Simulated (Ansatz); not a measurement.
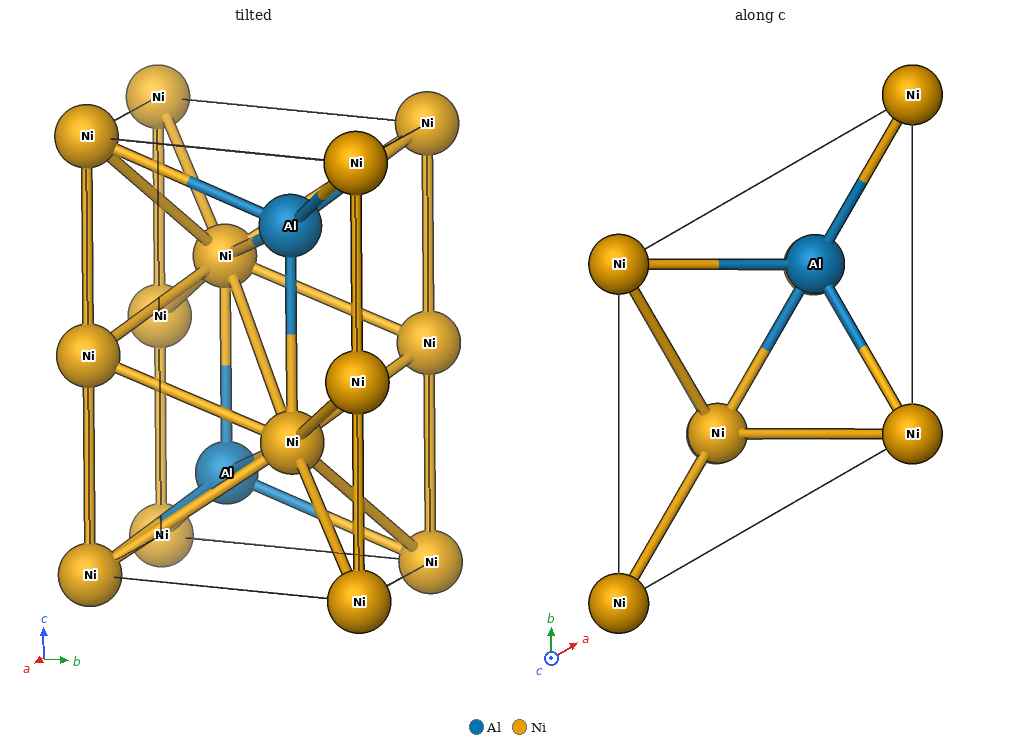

A ball-and-stick rendering, viewed slightly off an axis and along the c axis. Thin lines show the conventional unit cell, with boundary atoms drawn in all their periodic places. Cell: a = 3.975 Å, b = 3.975 Å, c = 4.910 Å, α = 88.85°, β = 87.71°, γ = 60.00°.

- It has the composition AlNi2.
- The symmetry is that of P-1 (No. 2), on a primitive triclinic lattice.
- The cell comprises 2 formula units: 2 Al, 4 Ni.
- Counting atoms within bonding range gives coordination numbers of Al 8 and Ni 8 to 14 (mean 12.5).

The starting point was a structure listed in the Materials Project. The cell was then strained or its atoms displaced on purpose. The atoms were relaxed in a fixed cell with DFT PBEsol, scalar-relativistic, plane waves, PAW in Ansatz 0.2.0.
